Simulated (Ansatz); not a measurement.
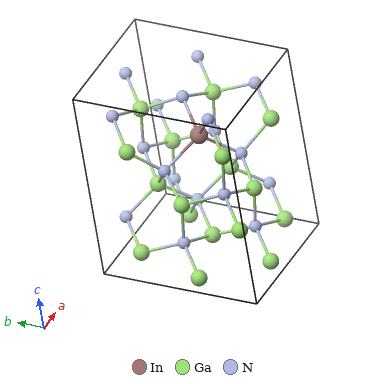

Structure drawing (ball-and-stick), viewed from a general direction. The outline marks the simulation cell. Cell: a = 7.653 Å, b = 7.653 Å, c = 7.653 Å, α = 78.22°, β = 78.22°, γ = 78.22°.

What structure is drawn here?

- Chemical formula InGa₁₇N₁₈.
- The lattice is rhombohedral (trigonal R) and the space group R3m (No. 160).
- Cell content 1 In, 17 Ga, 18 N; Z = 1.
- Each In atom has four N in a tetrahedral arrangement at about 2.1 Å around it. Each Ga atom is coordinated by four N in a tetrahedral arrangement at about 1.9 Å.
- Numbers of contacts at bonding distance: N 4.
- The bonds build a three-dimensional framework.

Starting structure: a structure listed in the Materials Project, repeated into a supercell with a point defect put in. The atoms were relaxed in a fixed cell with DFT PBE, scalar-relativistic, plane waves, PAW in Ansatz 0.2.0.
